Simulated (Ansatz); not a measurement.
# Searching the electronic states of Ni, part 2 of 2

Wanted: the lowest electronic state of Ni in this cell. One SCF may end in a higher state, so several starts are tried. The cell (2 atoms) is Ni in its experimental structure (space group Fm-3m, primitive cell doubled). Source: COD entry 9012968.

Ansatz 0.2.0; DFT r2SCAN, PAW, plane waves, scalar-relativistic. Earlier steps stand in the parts before.

**6. Parallel moments scaled by 0.2, plain SCF**

The COD entry's cell or inner coordinates are ideal or old and differ from later refinements, so a difference from it is no clean test against experiment.

input.yaml

```yaml
crystal:
  lattice:
    - [0.0, 3.5172, 3.5172]
    - [1.7586, 0.0, 1.7586]
    - [1.7586, 1.7586, 0.0]
  atoms:
    - { symbol: Ni, position: [0.0, 0.0, 0.0], spin: 0.4 }
    - { symbol: Ni, position: [0.5, 0.0, 0.0], spin: 0.4 }
magnetization:
  spin_polarized: true
hamiltonian:
  xc: r2scan
  pseudopotentials: { kind: paw }
basis:
  ecutwfc: 500
kpoints:
  mp_grid: { grid: [7, 13, 13] }
scf:
  occupations: { method: fermi_dirac, width: 0.1 }
  lower_state_search: "off"
output:
  forces: true
  stress: true
```

What it wrote (excerpt; [...] marks lines left out):

```text
[... 12 lines as in an earlier run ...]
Bands: 23, of which v1, the nominal top of the filled ones, is band 18 counted from 1 (17 counted from 0)
[... 7 lines as in an earlier run ...]
Starting moments: Σ|m| = 0.8 μB on 2 of 2 sites
[... 2 lines as in an earlier run ...]
[...]
SCF iter   1: F=-11690.384958 eV  HF=-11690.287047 eV  |F-HF|=9.79e-2  |Δ(HF+E_count)|=         —  Δρ=5.86e-2 (↑5.86e-2 ↓1.53e-2)  dr2=2.99e-1  dr2_τ=1.39e-2  dr2_m=2.23e-1  M=1.059 μB ∫|m|=1.092 μB  β_m=1.00  ethr=8.31e-4  ⟨swp⟩=1.0  Hψ=80336  notcnv=0
[...]
spin-set hold released at iteration 7 (site moments contracting): the magnetisation degrees of freedom join the quasi-Newton model from the next iteration; the mixer history was flushed
[...]
SCF iter  18: F=-11690.603548 eV  HF=-11690.603547 eV  |F-HF|=7.54e-8  |Δ(HF+E_count)|=   3.88e-7  Δρ=1.27e-5 (↑6.36e-6 ↓1.27e-5)  dr2=1.61e-8  dr2_τ=1.10e-10  dr2_m=1.00e-8  M=1.489 μB ∫|m|=1.832 μB  ethr=3.11e-11  ⟨swp⟩=5.0  Hψ=59534  notcnv=0
[...]
[... 1 line as in an earlier run ...]
SCF converged after 18 iterations
Magnetization: 1.4887 μB (18.7444 up, 17.2556 down)
Absolute magnetization: 1.8339 μB (∫|ρ↑−ρ↓|, with the PAW one-centre terms)
Spin contamination: 0.0432 ħ² per cell (⟨S²⟩ above its minimum at these occupations)
Per-site moments (μB) at R_I (Å): [(0.8125971747759783, 1.0259023379505967), (0.8125971747759783, 1.0259023379505967)]
Free energy (F): -11690.603548 eV
[...]
E sigma→0 (E₀):  -11690.561362 eV
Entropy (-TS):   -0.084372 eV (-42.186 meV/atom)
Fermi energy:    18.113928 eV
[... 26 lines left out: energy terms, forces, stress ...]
```

Wall time 49 s (2 threads of an Arm CPU, shared host); peak memory 0.61 GiB.

This is the state of step 2 again (ferromagnetic), after 18 iterations.

**7. Moments ++ scaled by 0.65, plain SCF**

Changes to input.yaml since step 6:

```diff
@@ -6,4 +6,4 @@
   atoms:
-    - { symbol: Ni, position: [0.0, 0.0, 0.0], spin: 0.4 }
-    - { symbol: Ni, position: [0.5, 0.0, 0.0], spin: 0.4 }
+    - { symbol: Ni, position: [0.0, 0.0, 0.0], spin: 1.3 }
+    - { symbol: Ni, position: [0.5, 0.0, 0.0], spin: 1.3 }
 magnetization:
```

What it wrote (excerpt; [...] marks lines left out):

```text
[... 20 lines as in an earlier run ...]
Starting moments: Σ|m| = 2.6 μB on 2 of 2 sites
[... 2 lines as in an earlier run ...]
[...]
SCF iter   1: F=-11690.480100 eV  HF=-11690.184523 eV  |F-HF|=2.96e-1  |Δ(HF+E_count)|=         —  Δρ=5.32e-2 (↑2.32e-2 ↓5.32e-2)  dr2=1.62e-1  dr2_τ=1.85e-2  dr2_m=2.50e-1  M=1.699 μB ∫|m|=1.823 μB  β_m=0.30  ethr=4.52e-4  ⟨swp⟩=1.2  Hψ=82925  notcnv=0
[...]
spin-set hold released at iteration 7 (site moments contracting): the magnetisation degrees of freedom join the quasi-Newton model from the next iteration; the mixer history was flushed
[...]
SCF iter  18: F=-11690.603548 eV  HF=-11690.603547 eV  |F-HF|=1.09e-7  |Δ(HF+E_count)|=   1.16e-6  Δρ=7.60e-6 (↑1.23e-6 ↓7.60e-6)  dr2=7.39e-9  dr2_τ=1.98e-11  dr2_m=3.08e-9  M=1.489 μB ∫|m|=1.832 μB  ethr=3.53e-12  ⟨swp⟩=4.5  Hψ=55114  notcnv=0
[...]
[... 1 line as in an earlier run ...]
SCF converged after 18 iterations
Magnetization: 1.4887 μB (18.7443 up, 17.2557 down)
Absolute magnetization: 1.8339 μB (∫|ρ↑−ρ↓|, with the PAW one-centre terms)
Spin contamination: 0.0432 ħ² per cell (⟨S²⟩ above its minimum at these occupations)
Per-site moments (μB) at R_I (Å): [(0.8125810273201742, 1.0259023379505967), (0.8125810273201742, 1.0259023379505967)]
Free energy (F): -11690.603548 eV
[...]
E sigma→0 (E₀):  -11690.561361 eV
Entropy (-TS):   -0.084373 eV (-42.187 meV/atom)
Fermi energy:    18.113900 eV
[... 26 lines left out: energy terms, forces, stress ...]
```

Run time: 47 s. Hardware: 2 threads of an Arm CPU, shared host; peak memory 0.62 GiB.

This is the state of step 2 again (ferromagnetic), after 18 iterations.

**8. A moment on one site alone, plain SCF**

Changes to input.yaml since step 7:

```diff
@@ -6,4 +6,4 @@
   atoms:
-    - { symbol: Ni, position: [0.0, 0.0, 0.0], spin: 1.3 }
-    - { symbol: Ni, position: [0.5, 0.0, 0.0], spin: 1.3 }
+    - { symbol: Ni, position: [0.0, 0.0, 0.0], spin: 2.0 }
+    - { symbol: Ni, position: [0.5, 0.0, 0.0] }
 magnetization:
```

What it wrote (excerpt; [...] marks lines left out):

```text
[... 20 lines as in an earlier run ...]
Starting moments: Σ|m| = 2 μB on 1 of 2 sites
[... 2 lines as in an earlier run ...]
SCF iter   1: F=-11686.130148 eV  HF=-11690.217214 eV  |F-HF|=4.09e0  |Δ(HF+E_count)|=         —  Δρ=1.06e-1 (↑1.06e-1 ↓5.18e-2)  dr2=4.75e0  dr2_τ=2.20e-2  dr2_m=2.51e-1  M=1.524 μB ∫|m|=1.674 μB  β_m=0.30  ethr=3.10e-3  ⟨swp⟩=5.5  Hψ=57919  notcnv=0
[...]
spin-set hold released at iteration 6 (the charge has settled, or the pull on large starting moments outlasts its swing): the magnetisation degrees of freedom join the quasi-Newton model from the next iteration; the mixer history was flushed
[...]
SCF iter  22: F=-11690.603547 eV  HF=-11690.603547 eV  |F-HF|=3.23e-8  |Δ(HF+E_count)|=   2.38e-7  Δρ=1.39e-5 (↑4.54e-6 ↓1.39e-5)  dr2=3.46e-8  dr2_τ=1.26e-10  dr2_m=7.49e-9  M=1.489 μB ∫|m|=1.832 μB  ethr=8.20e-11  ⟨swp⟩=5.0  Hψ=62171  notcnv=0
[...]
[... 1 line as in an earlier run ...]
SCF converged after 22 iterations
Magnetization: 1.4889 μB (18.7444 up, 17.2556 down)
Absolute magnetization: 1.8341 μB (∫|ρ↑−ρ↓|, with the PAW one-centre terms)
Spin contamination: 0.0432 ħ² per cell (⟨S²⟩ above its minimum at these occupations)
Per-site moments (μB) at R_I (Å): [(0.8127615407923718, 1.0259023379505967), (0.8126078621008701, 1.0259023379505967)]
Free energy (F): -11690.603547 eV
[...]
E sigma→0 (E₀):  -11690.561365 eV
Entropy (-TS):   -0.084366 eV (-42.183 meV/atom)
Fermi energy:    18.113992 eV
[... 26 lines left out: energy terms, forces, stress ...]
```

Run time: 54 s. Hardware: 2 threads of an Arm CPU, shared host; peak memory 0.61 GiB.

The run ends in the same state as step 2 (ferromagnetic); it took 22 iterations.

**9. Parallel moments, Broyden mixing, no switch to direct minimisation**

Changes to input.yaml since step 8:

```diff
@@ -7,3 +7,3 @@
     - { symbol: Ni, position: [0.0, 0.0, 0.0], spin: 2.0 }
-    - { symbol: Ni, position: [0.5, 0.0, 0.0] }
+    - { symbol: Ni, position: [0.5, 0.0, 0.0], spin: 2.0 }
 magnetization:
@@ -20,2 +20,4 @@
   lower_state_search: "off"
+  algorithm: density_mixing
+  mixing: { algorithm: broyden, beta: 0.3 }
 output:
```

What it wrote (excerpt; [...] marks lines left out):

```text
[... 20 lines as in an earlier run ...]
Starting moments: Σ|m| = 4 μB on 2 of 2 sites
[... 3 lines as in an earlier run ...]
SCF iter   1: F=-11690.419301 eV  HF=-11689.775695 eV  |F-HF|=6.44e-1  |Δ(HF+E_count)|=         —  Δρ=1.13e-1 (↑9.39e-2 ↓1.13e-1)  dr2=4.93e-2  dr2_τ=3.50e-2  dr2_m=2.12e0  M=2.037 μB ∫|m|=2.324 μB  β_m=0.61  ethr=1.38e-4  ⟨swp⟩=1.8  Hψ=83745  notcnv=0
[...]
[... 1 line as in an earlier run ...]
[...]
SCF iter  14: F=-11690.603548 eV  HF=-11690.603547 eV  |F-HF|=5.22e-8  |Δ(HF+E_count)|=   4.22e-6  Δρ=1.18e-5 (↑3.69e-6 ↓1.18e-5)  dr2=2.31e-8  dr2_τ=1.25e-10  dr2_m=5.33e-9  M=1.489 μB ∫|m|=1.832 μB  ethr=2.78e-10  ⟨swp⟩=5.1  Hψ=64540  notcnv=0
[...]
[... 1 line as in an earlier run ...]
SCF converged after 14 iterations
Magnetization: 1.4890 μB (18.7445 up, 17.2555 down)
Absolute magnetization: 1.8344 μB (∫|ρ↑−ρ↓|, with the PAW one-centre terms)
Spin contamination: 0.0432 ħ² per cell (⟨S²⟩ above its minimum at these occupations)
Per-site moments (μB) at R_I (Å): [(0.8127841825691196, 1.0259023379505967), (0.8127841825691196, 1.0259023379505967)]
Free energy (F): -11690.603548 eV
[...]
E sigma→0 (E₀):  -11690.561372 eV
Entropy (-TS):   -0.084352 eV (-42.176 meV/atom)
Fermi energy:    18.114058 eV
[... 26 lines left out: energy terms, forces, stress ...]
```

Run time: 39 s. Hardware: 2 threads of an Arm CPU, shared host; peak memory 0.61 GiB.

This is the state of step 2 again (ferromagnetic), after 14 iterations.

**10. Comparing the starts**

```
step  iterations  state  moments of Ni1 Ni2 (μB)  total (μB)  gap (eV)  pressure (GPa)  above lowest (meV/atom)
   2          14      1                0.81 0.81        1.49      none            -6.5                      0.0
   3          16      2               0.51 -0.51        0.00      none            -7.4                     87.2
   4           8      3                0.00 0.00        0.00      none            -8.9                      103
   5          12      1                0.81 0.81        1.49      none            -6.6                      0.0
   6          18      1                0.81 0.81        1.49      none            -6.6                      0.0
   7          18      1                0.81 0.81        1.49      none            -6.6                      0.0
   8          22      1                0.81 0.81        1.49      none            -6.6                      0.0
   9          14      1                0.81 0.81        1.49      none            -6.5                      0.0
```

States are numbered from the lowest. Starts by step: 2 parallel moments, plain SCF; 3 opposed moments +-, plain SCF; 4 no spin polarisation; 5 spin on, no moments given (the program may seed its own), plain SCF; 6 parallel moments scaled by 0.2, plain SCF; 7 moments ++ scaled by 0.65, plain SCF; 8 a moment on one site alone, plain SCF; 9 parallel moments, Broyden mixing, no switch to direct minimisation.

The 8 runs of this session took 5 min in all, from 12 s to 54 s each.

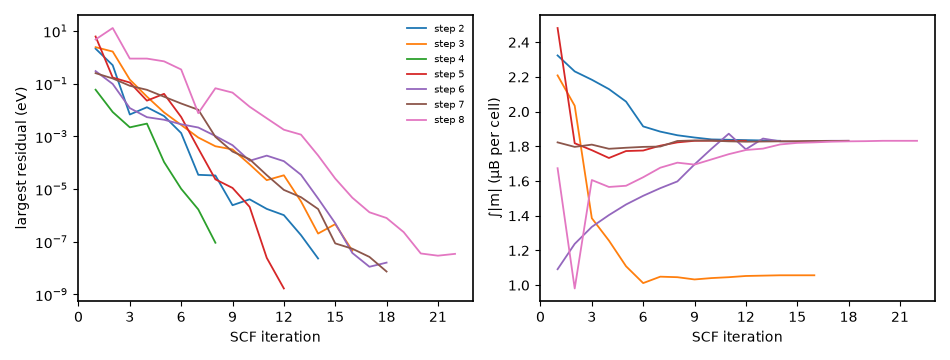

Residual and absolute moment along the iterations (7 of the 8 runs).

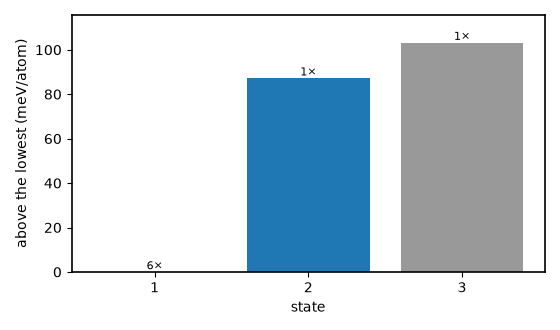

Energy of each distinct state, with the number of starts that reached it (red ferromagnetic, blue opposed moments, grey non-magnetic, green other).

**11. What came out**

The summary covers parts 1 to 2.

| quantity | value |
| --- | --- |
| distinct states | 3 from 8 converged runs |
| lowest state from plain starts | ferromagnetic |
| its moments | Ni1 0.81, Ni2 0.81 μB |
| total moment | 1.49 μB per cell |
| gap on the k-mesh | none |
| pressure | -6.6 GPa |
| largest force | 0.000 eV/Å |
| next state | antiferromagnetic, 87.2 meV/atom higher |
| highest state | non-magnetic (no spin polarisation), 103 meV/atom higher |

In words: Distinct end states: 3, from 8 converged runs. Switching spin polarisation off costs 103 meV/atom in free energy, smearing entropy included. The best antiferromagnetic state lies 87.2 meV/atom above the best ferromagnetic one. The search isn't exhaustive: larger magnetic cells and non-collinear orders weren't tried. The mesh has less symmetry than the lattice, which lowers the symmetry of the run.
